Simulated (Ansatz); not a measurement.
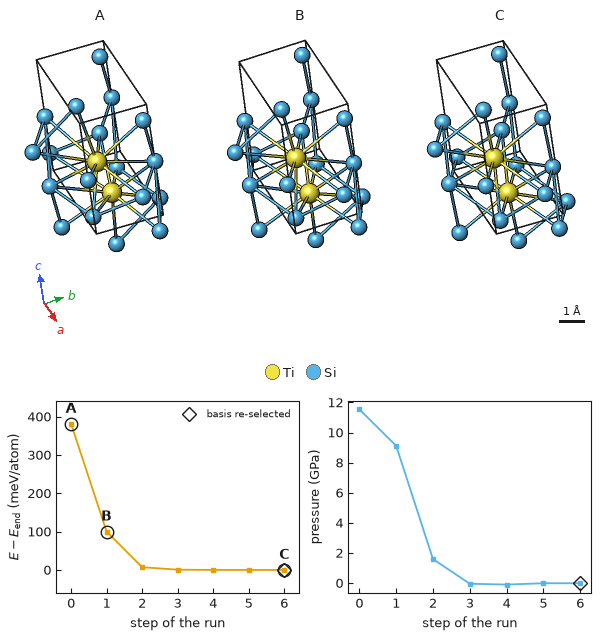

Frames of a relaxation of solid TiSi₂ (set up in P1), marked on the history of the run. A ball-and-stick model of the cell of the calculation, reduced to other axes, seen from a free direction. Lengths and directions refer to the drawn axes.

Case: all atoms moved at random, sigma 0.15 Å for each component; relaxed back.

Level of theory: DFT PBE, scalar-relativistic, plane waves, PAW in Ansatz 0.2.0. (plane-wave cutoff 420 eV; k-point mesh 10 × 10 × 10; occupations gaussian; smearing width 0.15 eV; no spin polarisation; cell and atoms relaxed; force threshold 0.01 eV/Å; at most 80 steps)

What happens along the run?

After 5 accepted moves (6 points after the start) the energy has fallen by 381 meV per atom. The largest force component goes from 4.4 to 0.00024 eV/Å. Pressure: 11.55 GPa at the start and −0.02 GPa at the end. At 1 point the geometry stayed and the basis and grid were re-selected for the new cell (energy shift of less than 0.05 meV per atom at most each time). The atom that moves furthest is a Si atom (0.40 Å along [1 3 −1]). By element the largest moves are Si 0.40 Å, Ti 0.21 Å. The lattice vectors keep their values. Near-neighbour distances that change, for instance: Si–Ti 2.235 → 2.756 Å, Si–Ti 3.071 → 2.558 Å, Si–Si 2.816 → 3.209 Å, Si–Si 3.161 → 2.801 Å. The space group (tolerance 0.01 Å) goes from P1 (No. 1) to Fddd (No. 70). The run took 3.4 min on 2 threads of Intel(R) Xeon(R) 6975P-C (Granite Rapids), on a shared host, peak memory 1.2 GiB. From step 0 to 1: a Ti atom moves most (0.19 Å), volume −4.5 %, energy −281 meV per atom. From step 1 to 6: Si atoms move most (0.22 Å), volume +4.7 %, energy −100 meV per atom.

```csv
step,"E − E(0), meV/atom","largest force component, eV/Å","pressure, GPa","volume, Å³/atom",note
0,0.00,4.3854,11.55,14.180,
1,-280.93,1.8680,9.12,13.542,
2,-373.81,0.4086,1.59,14.038,
3,-380.32,0.0578,-0.05,14.190,
4,-381.02,0.0114,-0.10,14.190,
5,-381.03,0.0002,-0.01,14.183,
6,-381.03,0.0002,-0.02,14.183,"same geometry, new basis"
```
